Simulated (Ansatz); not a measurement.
**Ge: density, localisation and related maps**

```
CELL_PARAMETERS angstrom
1.96782 3.44415 0.00000
0.00000 0.00000 -6.59282
-3.99762 0.03578 0.00000
ATOMIC_POSITIONS crystal
Ge 0.66670 0.93715 0.33173
Ge 0.33330 0.43715 0.66827
Ge 0.66670 0.56285 0.33173
Ge 0.33330 0.06285 0.66827
```

Space group P2₁/m; started from the lonsdaleite (2H) prototype, which need not be the ambient phase; changed on purpose from its base cell (shear xy strain -1.8%).

Method: Ansatz 0.2.0, DFT, HSE06, plane waves, PAW.

The density is the valence pseudo-density of a PAW calculation; it isn't the true density close to the nuclei.

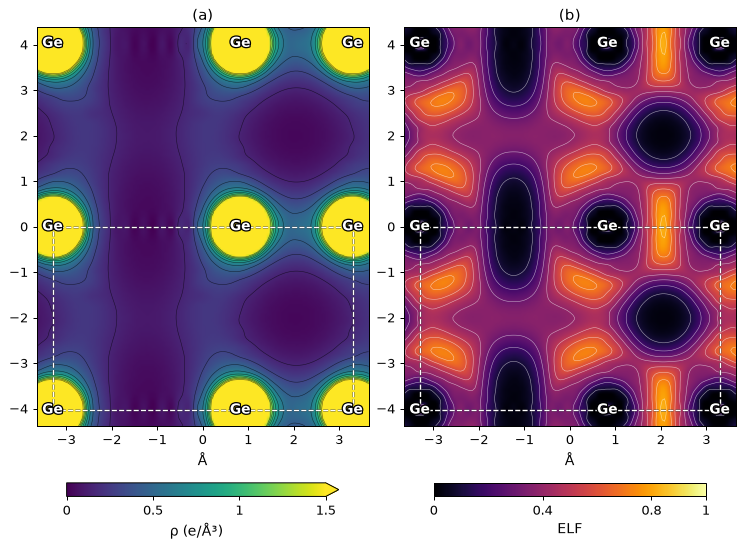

Figure 1. (a) valence electron density; (b) electron localisation function on the (101̄) plane of the conventional cell.

> Read the bonding off the picture.

Atoms in the plane: Ge.
Ge–Ge (2.47 Å): ρ at the midpoint is about 0.52 e/Å³; the ELF peaks at about 0.85 between the atoms; localised, covalent bonding.
The density dies away to nearly zero in the voids.

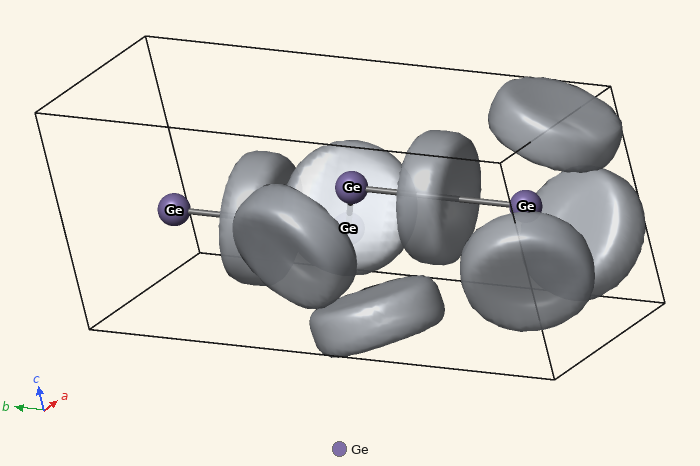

Figure 2. Isosurface of the electron localisation function at 0.55 (grey), seen at an oblique angle. Only the valence region is drawn (cores and ρ < 0.01 e/Å³ removed). Sticks mark near contacts.

> Describe the localisation domains.

The surface consists of eight regions between bonded Ge–Ge atoms (shared pairs), counted in one cell of 4 atoms. Any copies at cell faces, edges or corners count once. Along the contacts the grid gives the following. Ge–Ge (2.45 Å): the ELF peaks at about 0.80 between the atoms; localised, covalent bonding.

> Does the calculation give a band gap?

It is gapped, with a Kohn–Sham gap of 0.29 eV on the k-point mesh, an upper bound to the gap of this method.
